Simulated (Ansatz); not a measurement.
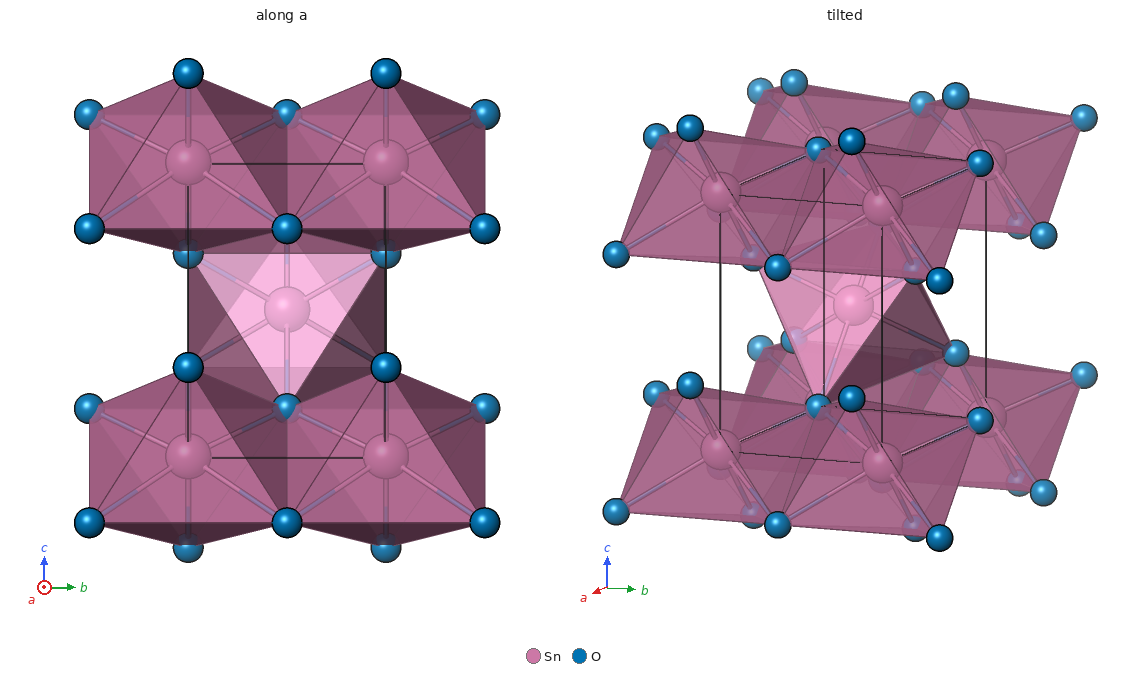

The image is a polyhedral drawing of a crystal, viewed along the a axis and slightly off an axis. Atoms at the boundary of the conventional unit cell (the box) are drawn once for each face, edge or corner they touch. A few atoms beyond the faces are included.

SnO$_{2}$, space group Pm (No. 6), a = 4.76 Å, b = 3.20 Å, c = 4.76 Å, α = 90.00°, β = 90.00°, γ = 90.00°.

The calculation used DFT r2SCAN, scalar-relativistic, plane waves, PAW (Ansatz 0.2.0), with a basis cut at 500 eV, k-points about 0.25 Å⁻¹ apart, Gaussian smearing of 0.05 eV, no spin polarisation.

### What is the electronic character?

A semiconductor at this level, with a gap of 1.71 eV on the k-mesh (the true edges may lie between mesh points, so the gap can be somewhat smaller).

### Under what pressure is the structure?

The computed pressure is 7.9 GPa (compressed: it would expand). The stress isn't hydrostatic: its largest component is 8.6 GPa.

Origin of the cell: a structure listed in the Materials Project. The cell was then strained or its atoms displaced on purpose. Ansatz was used for an electronic-structure calculation on it.

At this level of theory the run's own cell isn't at rest (compressed, at 8 GPa and forces up to 5.8 eV/Å), so its distances can differ from those at equilibrium, the more so the softer the solid.
